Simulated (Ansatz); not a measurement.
System: a (111) slab cut from MgO (Fm-3m), ended by Mg above and O below, 24 atoms in the cell. Starting structure of the relaxation:

```xyz
24
Lattice="5.9506 0.0000 0.0000 -2.9753 5.1534 0.0000 0.0000 0.0000 22.0733" Properties=species:S:1:pos:R:3 pbc="T T T"
O     0.0000    1.7178    8.0000
O    -1.4877    4.2945    8.0000
O     2.9753    1.7178    8.0000
O     1.4877    4.2945    8.0000
Mg    1.4877    0.8589    9.2147
Mg    0.0000    3.4356    9.2147
Mg    4.4630    0.8589    9.2147
Mg    2.9753    3.4356    9.2147
O     1.4877    2.5767   10.4293
O     2.9753    0.0000   10.4293
O    -1.4877    2.5767   10.4293
O     0.0000    0.0000   10.4293
Mg    2.9753    1.7178   11.6440
Mg    1.4877    4.2945   11.6440
Mg    0.0000    1.7178   11.6440
Mg   -1.4877    4.2945   11.6440
O     2.9753    3.4356   12.8587
O     4.4630    0.8589   12.8587
O     0.0000    3.4356   12.8587
O     1.4877    0.8589   12.8587
Mg   -1.4877    2.5767   14.0733
Mg    0.0000    0.0000   14.0733
Mg    1.4877    2.5767   14.0733
Mg    2.9753    0.0000   14.0733
```

Ansatz; DFT PBE+D3(BJ), scalar-relativistic, plane waves, PAW, no spin polarisation, 3×3×1 k mesh.

What does the potential across the slab give for the work function?

The work function is 4.58 eV at the right face and 10.07 eV at the left. The vacuum level is 5.49 eV higher at the left than at the right, so the slab carries a dipole along its normal; the ramp in the vacuum, at or near the edge of the plot, is the dipole correction that keeps each side flat. Some atoms were held fixed in the relaxation, which can itself make the faces differ. The outermost atoms are 6.0 Å apart, which leaves 16.0 Å of vacuum in a cell 22.1 Å high.

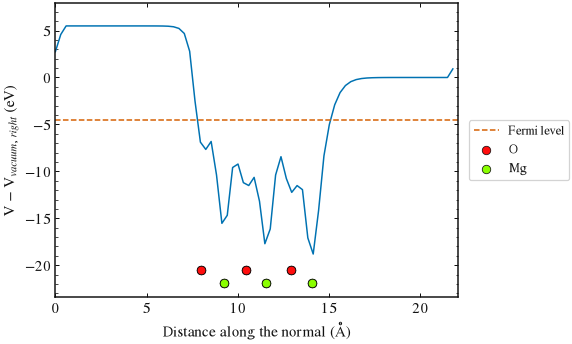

Plane-averaged electrostatic potential energy of an electron across the slab; circles at the bottom mark the heights of the atoms (positions after relaxation).
